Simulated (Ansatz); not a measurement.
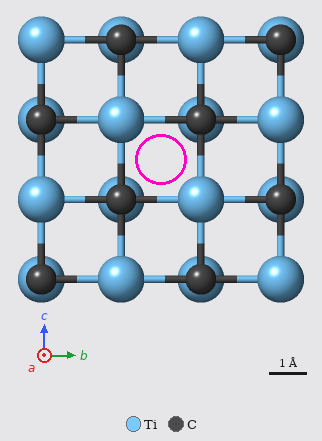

Perfect TiC. The picture is a ball-and-stick view of the atoms within 4.9 Å of one point, in a slice 3.4 Å thick across the line of sight, seen along the a axis.

Computed with Ansatz 0.2.0, DFT PBE, scalar-relativistic, plane waves, PAW. Set-up: plane-wave cutoff 420 eV; k-point mesh 1 × 1 × 1; occupations gaussian; smearing width 0.1 eV; no spin polarisation. The cell is small and the k-mesh coarse, so the numbers are rough. The axes drawn are those of the host's conventional cell.

An extra titanium atom is put between the host's atoms (an interstitial) at the ringed place, in charge state 0. The supercell has 16 sites, and the atoms are relaxed at the host's cell.

Question: Predict the relaxed surroundings of the defect.

Answer: The Ti atom starts with 4 C at 1.88 Å, 4 Ti at 1.88 Å around its place and ends with 4 C at 1.92 Å, 4 Ti at 2.21 Å. Of the host's atoms, a titanium atom moves furthest from its site, by 0.33 Å. Relaxing the atoms from the host's sites lowers the energy by 9.85 eV. At a tolerance of 0.02 Å the relaxed supercell has space group F-43m.

The relaxed defect, seen from the same direction:

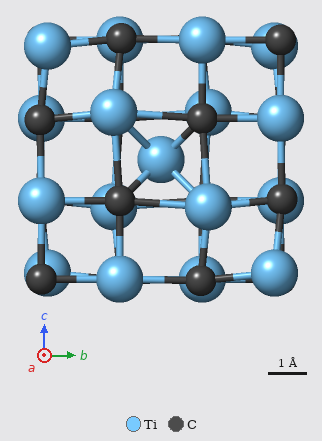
